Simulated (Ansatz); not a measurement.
SnO₂: single-point calculation (part 1 of 2)

The run: single-point calculation of SnO₂ (slab, 30 atoms in the cell). Method and program: DFT PBE, scalar-relativistic, plane waves, PAW, no spin polarisation (Ansatz 0.2.0).

The structure derives from an entry of the Crystallography Open Database.

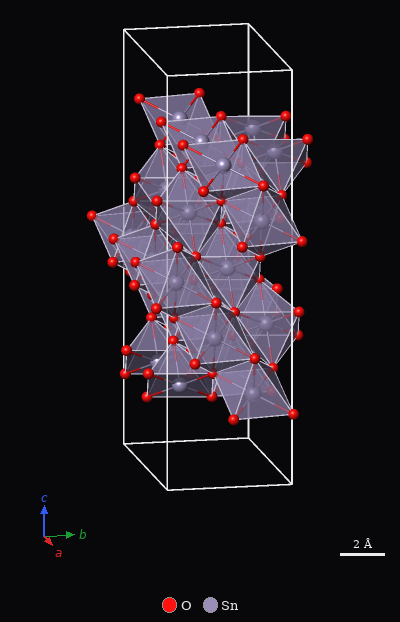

Figure 1. The structure (polyhedral view of the 2 × 1 repeat of the cell, with the vacuum cut short, seen slightly off an axis; polyhedra are completed across the faces of the cell).

## Input
```yaml
crystal:
  lattice:
    - [4.8274195265, 0.0, 0.0]
    - [0.0, 5.8128368071, 0.0]
    - [0.0, 0.0, 27.4052304005]
  atoms:
    - { symbol: O, position: [0.1934557301, 0.9782693674, 0.2736703867] }
    - { symbol: O, position: [0.3065442699, 0.4782693674, 0.2736703867] }
    - { symbol: Sn, position: [0.0, 0.689689834, 0.3037500374] }
    - { symbol: Sn, position: [0.5, 0.189689834, 0.3037500374] }
    - { symbol: O, position: [0.6934557301, 0.9011103007, 0.3338296882] }
    - { symbol: O, position: [0.8065442699, 0.4011103007, 0.3338296882] }
    - { symbol: O, position: [0.1934557301, 0.6679592014, 0.3717953679] }
    - { symbol: O, position: [0.3065442699, 0.1679592014, 0.3717953679] }
    - { symbol: Sn, position: [0.0, 0.379379668, 0.4018750187] }
    - { symbol: Sn, position: [0.5, 0.879379668, 0.4018750187] }
    - { symbol: O, position: [0.6934557301, 0.5908001347, 0.4319546695] }
    - { symbol: O, position: [0.8065442699, 0.0908001347, 0.4319546695] }
    - { symbol: O, position: [0.1934557301, 0.3576490354, 0.4699203492] }
    - { symbol: O, position: [0.3065442699, 0.8576490354, 0.4699203492] }
    - { symbol: Sn, position: [0.0, 0.0690695021, 0.5] }
    - { symbol: Sn, position: [0.5, 0.5690695021, 0.5] }
    - { symbol: O, position: [0.6934557301, 0.2804899687, 0.5300796508] }
    - { symbol: O, position: [0.8065442699, 0.7804899687, 0.5300796508] }
    - { symbol: O, position: [0.1934557301, 0.0473388694, 0.5680453305] }
    - { symbol: O, position: [0.3065442699, 0.5473388694, 0.5680453305] }
    - { symbol: Sn, position: [0.0, 0.7587593361, 0.5981249813] }
    - { symbol: Sn, position: [0.5, 0.2587593361, 0.5981249813] }
    - { symbol: O, position: [0.6934557301, 0.9701798027, 0.6282046321] }
    - { symbol: O, position: [0.8065442699, 0.4701798027, 0.6282046321] }
    - { symbol: O, position: [0.1934557301, 0.7370287035, 0.6661703118] }
    - { symbol: O, position: [0.3065442699, 0.2370287035, 0.6661703118] }
    - { symbol: Sn, position: [0.0, 0.4484491701, 0.6962499626] }
    - { symbol: Sn, position: [0.5, 0.9484491701, 0.6962499626] }
    - { symbol: O, position: [0.6934557301, 0.6598696368, 0.7263296133] }
    - { symbol: O, position: [0.8065442699, 0.1598696368, 0.7263296133] }
basis:
  ecutwfc: 420
kpoints:
  mp_grid: { grid: [6, 5, 1] }
hamiltonian:
  xc: pbe
scf:
  occupations: { method: gaussian, width: 0.05 }
output:
  forces: true
  stress: true
  eigenvalues: true
  write_density: true
  write_potential: true
  elf: true
  volumetric_format: npy
efield:
  axis: 3
  dipole_correction: true
```

Launch command:
```bash
ansatz run input.yaml --threads 4 --pin off --max-ram 10240MiB --backend cpu --events-out ev --progress --plain --runs-dir out
```

## Log
```
Engine: ansatz 0.2.0, x86_64-unknown-linux-gnu
Pseudopotentials: kind: paw
Pseudopotential: O, paw, valence charge 6, recommended cutoff 420 eV (normal), O.paw.azcp
Pseudopotential: Sn, paw, valence charge 14, recommended cutoff 420 eV (normal), Sn.paw.azcp
Functional definition: PBE
  parameter kappa = 0.804
  parameter beta = 0.06672455060314922
  exchange = pbe_x(kappa = kappa, mu = beta*pi^2/3)
  correlation = pbe_c(beta = beta)
Crystal: 30 atoms, lattice volume = 769.018 Å³
Basis set: ecut = 420 eV, 15045 PW (Γ), exchange–correlation on 72×80×384 points (8 copies of the dense FFT grid, shifted against one another)
Bands: 160, of which v1, the nominal top of the filled ones, is band 130 counted from 1 (129 counted from 0)
Symmetry: 2 space group operations
k-points: 12 of 30 (time reversal used)
Non-local potential: O, projectors of the file, l = 0: 2, l = 1: 2, l = 2: 1
Non-local potential: Sn, projectors of the file, l = 0: 2, l = 1: 2, l = 2: 2, l = 3: 2
PAW form: soft (Blöchl's): semilocal exchange-correlation on the pseudo side does not see the compensation charge
PAW one-centre angular grid: O, 110 points (default); XC on 64 Gauss nodes
PAW one-centre angular grid: Sn, 590 points (default); XC on 64 Gauss nodes
Initial density: superposition of atomic densities (neutral atoms: chi_scale 0, normalization atom), corrected by the library's trained network
Initial wavefunctions: pseudopotential atomic-orbital guess
Functional: x = pbe(κ = 0.804, μ = 0.2195149727645171), c = pbe(β = 0.06672455060314922)
SCF iter   1: F=—  HF=-71583.734450 eV  |F-HF|=—  |Δ(HF+E_count)|=         —  Δρ=2.70e-3  dr2=2.33e-2  ethr=1.77e-3  p=0.000 e·Å  D=3.89e-12 V/Å  ΔV_dip=-0.00 eV  dr2_dipole=4.62e-9  V_vac-E_F(+/−)=6.67/6.67 eV  ⟨swp⟩=6.8  Hψ=7993  notcnv=0  defer=178
efield: sawtooth ramp at fractional position 0.9500 (placed from the atoms, in the widest stretch of the axis that holds none; the zero of the levels goes with the place), width 0.1000; the density the first Hamiltonian is built on has a dipole p = 0.000 e·Å; the dipole correction subtracts the counter field D = 3.89e-12 V/Å, which shifts the + side's vacuum level by -0.00 eV against the − side's; the planar-averaged density in the ramp window peaks in size at 3.2e-5 e/Å³
preconditioner: auto → Resta (q_TF=auto, 2.277 Å⁻¹)  ε∞=2.4  [insulator: Δε(μ)=0.287 eV  Ē_g=18.288 eV  σ=0.050 eV  W_gap=1.00  n_scr=152 (ndim 8)  ℏωp=21.6 eV  f_vac=0.478  D(μ)=0.00/eV (n_scr^D=0)  ε∞_Penn≈2.4  vacuum switching on, ρ_ref=2.4e-2 e/Å³]
SCF iter   2: F=—  HF=-71583.747368 eV  |F-HF|=—  |Δ(HF+E_count)|=   1.29e-2  Δρ=1.24e-3  dr2=5.15e-3  ethr=8.98e-6  p=-0.000 e·Å  D=-1.03e-5 V/Å  ΔV_dip=0.00 eV  dr2_dipole=1.88e-8  V_vac-E_F(+/−)=6.68/6.68 eV  ⟨swp⟩=2.9  Hψ=3918  notcnv=0  defer=248
SCF iter   3: F=—  HF=-71583.748173 eV  |F-HF|=—  |Δ(HF+E_count)|=   8.05e-4  Δρ=5.88e-4  dr2=2.04e-3  ethr=1.98e-6  p=0.000 e·Å  D=2.34e-5 V/Å  ΔV_dip=-0.00 eV  dr2_dipole=1.09e-7  V_vac-E_F(+/−)=6.68/6.68 eV  ⟨swp⟩=2.8  Hψ=3568  notcnv=0  defer=248
SCF iter   4: F=—  HF=-71583.747983 eV  |F-HF|=—  |Δ(HF+E_count)|=   1.90e-4  Δρ=1.34e-4  dr2=1.18e-4  ethr=7.85e-7  p=-0.000 e·Å  D=-1.86e-5 V/Å  ΔV_dip=0.00 eV  dr2_dipole=8.38e-8  V_vac-E_F(+/−)=6.69/6.69 eV  ⟨swp⟩=2.0  Hψ=2524  notcnv=0  defer=248
SCF iter   5: F=—  HF=-71583.748007 eV  |F-HF|=—  |Δ(HF+E_count)|=   2.35e-5  Δρ=8.94e-5  dr2=6.27e-5  ethr=4.53e-8  p=0.000 e·Å  D=2.82e-5 V/Å  ΔV_dip=-0.00 eV  dr2_dipole=1.85e-7  V_vac-E_F(+/−)=6.69/6.69 eV  ⟨swp⟩=3.1  Hψ=3569  notcnv=0  defer=248
SCF iter   6: F=—  HF=-71583.748131 eV  |F-HF|=—  |Δ(HF+E_count)|=   1.24e-4  Δρ=4.60e-5  dr2=1.56e-5  ethr=2.41e-8  p=-0.000 e·Å  D=-2.07e-5 V/Å  ΔV_dip=0.00 eV  dr2_dipole=9.83e-8  V_vac-E_F(+/−)=6.69/6.69 eV  ⟨swp⟩=2.0  Hψ=2396  notcnv=0  defer=248
SCF iter   7: F=—  HF=-71583.748131 eV  |F-HF|=—  |Δ(HF+E_count)|=   3.36e-7  Δρ=1.51e-5  dr2=1.69e-6  ethr=5.99e-9  p=0.000 e·Å  D=6.49e-6 V/Å  ΔV_dip=-0.00 eV  dr2_dipole=9.68e-9  V_vac-E_F(+/−)=6.69/6.69 eV  ⟨swp⟩=2.0  Hψ=2382  notcnv=0  defer=248
SCF iter   8: F=—  HF=-71583.748131 eV  |F-HF|=—  |Δ(HF+E_count)|=   4.11e-7  Δρ=7.65e-6  dr2=3.60e-7  ethr=6.50e-10  p=-0.000 e·Å  D=-5.89e-6 V/Å  ΔV_dip=0.00 eV  dr2_dipole=8.21e-9  V_vac-E_F(+/−)=6.69/6.69 eV  ⟨swp⟩=2.0  Hψ=2269  notcnv=0  defer=248
SCF iter   9: F=—  HF=-71583.748131 eV  |F-HF|=—  |Δ(HF+E_count)|=   2.64e-7  Δρ=6.54e-6  dr2=4.08e-7  ethr=3.85e-11  p=0.000 e·Å  D=1.62e-5 V/Å  ΔV_dip=-0.00 eV  dr2_dipole=6.05e-8  V_vac-E_F(+/−)=6.69/6.69 eV  ⟨swp⟩=25.2  Hψ=19079  notcnv=0
SCF iter  10: F=-71583.748131 eV  HF=-71583.748131 eV  |F-HF|=3.51e-9  |Δ(HF+E_count)|=   3.93e-8  Δρ=1.33e-6  dr2=9.83e-9  ethr=3.85e-11  p=-0.000 e·Å  D=-1.45e-6 V/Å  ΔV_dip=0.00 eV  dr2_dipole=4.77e-10  V_vac-E_F(+/−)=6.69/6.69 eV  ⟨swp⟩=9.3  Hψ=14377  notcnv=0
SCF 1 converged in 10 iterations: F = -71583.748131 eV  dr2 = 9.83e-9
  greatest PAW one-centre occupation: 0.996 electrons in one spin orbital (limit 2), on the Sn atom at site 15 (counted from 0), in its partial waves of l = 2
```

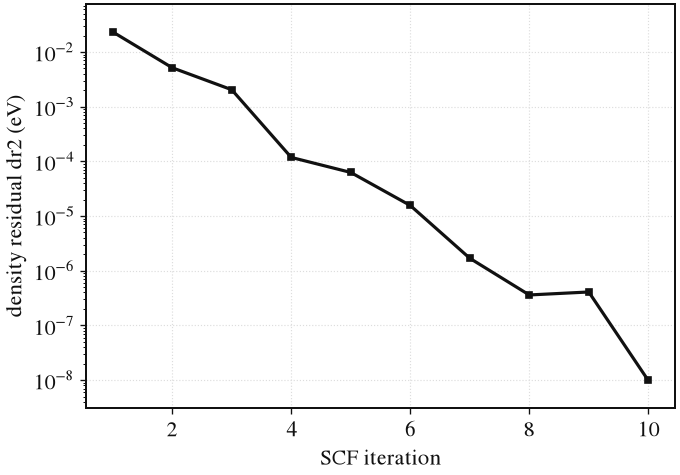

Figure 2. Convergence of the self-consistent field: density residual dr2 against the SCF iteration. The residual falls almost steadily, with no more than small rises.

```
WARN: The output density's exchange-correlation potential varies sharply where the density is thin. Do not read a vacuum level from v_tot or v_xc, or from such a field of the output density. On a cell that repeats whose density bears no net charge and no dipole along the vacuum's axis use v_es (v_loc + v_h of the components); under efield.dipole_correction with no amplitude use v_es + v_field, which holds any external_charges[].barrier, or the levels of the report's work_function block, which leave it out; under a non-zero efield.amplitude the vacuum is tilted and has no level; on a cell that repeats and bears such a dipole with no correction it is tilted too, and efield.dipole_correction with no amplitude gives each side of its ramp a level where efield: is served; in a cell that repeats whose density bears a net charge (total_charge, or a fill off its count) it is curved and has none; of a slab under crystal.periodic whose density bears no net charge use v_es, which has a level on each side, short of where the two are joined; of another it falls or rises all the way out and has none; of a slab beside external_charges read slab_vacuum_level instead, which it has where they leave it neutral. The grid or the basis barely resolves most such structure, and the values can differ between equally converged runs; as a rule a tighter scf.convergence.dr2_threshold does not remove it. Where the density itself ripples (under the LDA too) a higher basis.ecutwfc lessens it. The files hold the spikes' plane waves up to the density's cutoff. Files: v_tot_of_output_density and the like, and their columns of v_z.tsv (output.write_potential); v_xc_of_output_density and the like, and their columns of v_comp_z.tsv (output.write_potential_components). Measured: with its Gaussian average of σ = 0.25 Å subtracted twice, the exchange-correlation potential is over 0.1 eV at 134 of the grid points where the equally averaged density (valence and model cores) is under 1e-3 e/Å³, and 0.244 eV at the most among them, at an averaged density of 3.9e-7 e/Å³. The input density's (outcome.potential() and, of a run that writes arrays, v_tot and v_xc) is over 0.1 eV, so measured, at 32 points of its own thin density, 0.179 eV at the most. See output.write_potential in the manual, Limitations
SCF converged after 10 iterations
Free energy (F): -71583.748131 eV
Harris-Foulkes:  -71583.748131 eV  (|F-HF|=3.51e-9)
Internal energy: -71583.748129 eV  (E = F + TS)
E sigma→0 (E₀):  -71583.748130 eV
Entropy (-TS):   -0.000003 eV (-0.000 meV/atom)
Fermi energy:    1.140295 eV
Dipole field:    D = 0.000014 V/Å  (p = 0.000058 e·Å, saw-weighted, corrected)
Work function:   Φ+ = 6.6889 eV   Φ− = 6.6893 eV
Levels:          The Fermi level and band energies are counted from a zero that moves with the ramp; work functions are not
--- Per-component energies (eV) ---
  E_band       = -2844.471302
  E_kinetic    = 5368.222848
  E_local      = -275931.559245  (includes V_loc(G=0)·N_el)
  E_nonlocal   = 666.189524
  E_hartree    = 137140.401042
  E_xc         = -5262.209206
  E_vxc        = -2801.434137  (∫ρ·V_xc dr)
  E_paw        = -44628.101041  (= ΣΔE_a)
  E_vpaw       = -4426.743431  (= ΣTr[D̂ρ^β])
  E_aug_tail   = 0.048947  (compensation charges beyond the density's cutoff)
  E_efield     = 0.000000  (sawtooth field / dipole correction)
  E_vefield    = 0.000000  (∫n·V_field dr)
  E_ewald      = 111063.259002
  E_smearing   = -0.000003  (= −TS)
  E_closure    = 0.000000  (closes the sum)
  Σ components = -71583.748131   (vs F -71583.748131, Δ=0.00e0)
--- Forces (eV/Å), atoms counted from 1 ---
  atom   1  O     -0.41363164    -0.38440458     0.02906739
  atom   2  O      0.41363164    -0.38440458     0.02906739
  atom   3  Sn     2.59739184     0.59383022     0.13307067
  atom   4  Sn    -2.59739184     0.59383022     0.13307067
  atom   5  O      0.38036706    -0.11787489    -0.67733443
  atom   6  O     -0.38036706    -0.11787489    -0.67733443
  atom   7  O     -0.15962287    -0.08669478     0.27721618
  atom   8  O      0.15962287    -0.08669478     0.27721618
  atom   9  Sn     0.41930273     0.00552681     0.26077076
  atom  10  Sn    -0.41930273     0.00552681     0.26077076
  atom  11  O      0.03222361     0.00349833    -0.10192891
  atom  12  O     -0.03222361     0.00349833    -0.10192891
  atom  13  O     -0.00963857    -0.01332057     0.04601362
  atom  14  O      0.00963857    -0.01332057     0.04601362
  atom  15  Sn    -0.00000033    -0.00000032     0.00000836
  atom  16  Sn     0.00000033    -0.00000032     0.00000836
  atom  17  O     -0.00963675     0.01332132    -0.04602224
  atom  18  O      0.00963675     0.01332132    -0.04602224
  atom  19  O      0.03222169    -0.00349779     0.10191952
  atom  20  O     -0.03222169    -0.00349779     0.10191952
  atom  21  Sn    -0.41930328    -0.00552863    -0.26074385
  atom  22  Sn     0.41930328    -0.00552863    -0.26074385
  atom  23  O     -0.15962024     0.08669544    -0.27723610
  atom  24  O      0.15962024     0.08669544    -0.27723610
  atom  25  O      0.38036069     0.11787697     0.67730609
  atom  26  O     -0.38036069     0.11787697     0.67730609
  atom  27  Sn    -2.59737126    -0.59382289    -0.13305026
  atom  28  Sn     2.59737126    -0.59382289    -0.13305026
  atom  29  O     -0.41364463     0.38438856    -0.02904087
  atom  30  O      0.41364463     0.38438856    -0.02904087
  max |Σ_I F_I| component: 3.18e-5 eV/Å
--- Stress (GPa, compression-positive) ---
       -2.478005       0.000000       0.000000
        0.000000      -2.620058       0.017945
        0.000000       0.017946       0.554302
  P = ⅓ Tr σ = -1.5146 GPa (-15.146 kbar)
--- Band table (eV; the first three rows and the last of 12) ---
```
